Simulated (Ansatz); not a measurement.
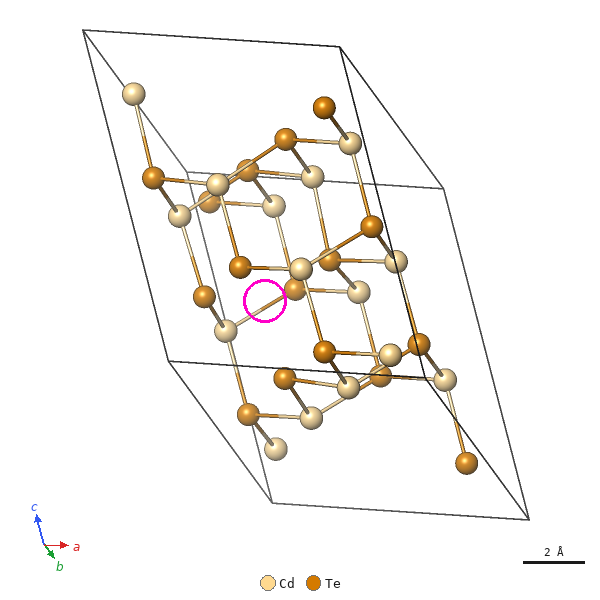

The figure gives a ball-and-stick picture of the atoms, viewed from a general direction. The supercell is outlined; an atom on or near a face, edge or corner is repeated at each equivalent position. The host is CdTe, in a cell of 32 sites, and the cell is neutral. A ring marks the defect's site.

Where does the cell differ from the host, and how?

A cadmium vacancy. Around the empty site lie four Te at about 2.7 Å.

Method: Ansatz, DFT PBE, scalar-relativistic, plane waves, PAW; plane-wave cutoff 420 eV, k-point mesh 2×2×2, Gaussian smearing of 0.01 eV, collinear spins.

Does the defect leave unpaired spin?

Yes, 2.0 μB in the cell.

The atoms were relaxed in the host's cell with Ansatz, DFT PBE, scalar-relativistic, plane waves, PAW.
